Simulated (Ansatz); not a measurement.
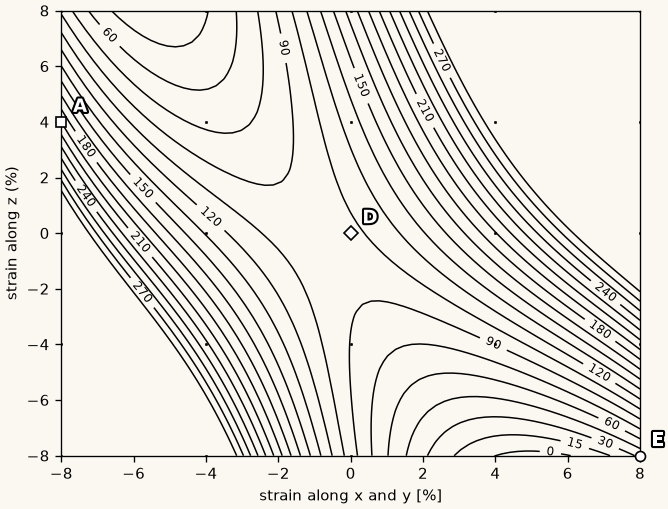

Mo (Fm-3m, No. 225; 1 atom in the cell). 
- The cell is strained homogeneously, by one strain along x and y and another along z, with fractional coordinates fixed (x, y and z along the cube axes).
- First axis: strain along x and y. Second axis: strain along z.
- The grid has 5 × 5 points.
- Points are written as (first, second).
- Energies are in meV/atom, from the lowest grid point.
- The reference cell is the one listed in the database, not relaxed at this level.
- All numbers below come from Ansatz 0.2.0, DFT PBE, scalar-relativistic, plane waves, PAW. Settings: cutoff 420 eV, k-mesh 20×20×20, gaussian smearing 0.15 eV, no spin polarisation.

In the figure: contour lines labelled in meV/atom (none above 285), dots at the grid points, lettered points. Between grid points the surface is interpolated.

### Is E the lowest point of the computed grid?

No. E lies 34 meV/atom above the lowest grid point, which is at (4 %, −8 %).

### Rank the lettered points by energy, lowest first.

E (34 meV/atom), D (101 meV/atom), A (194 meV/atom).
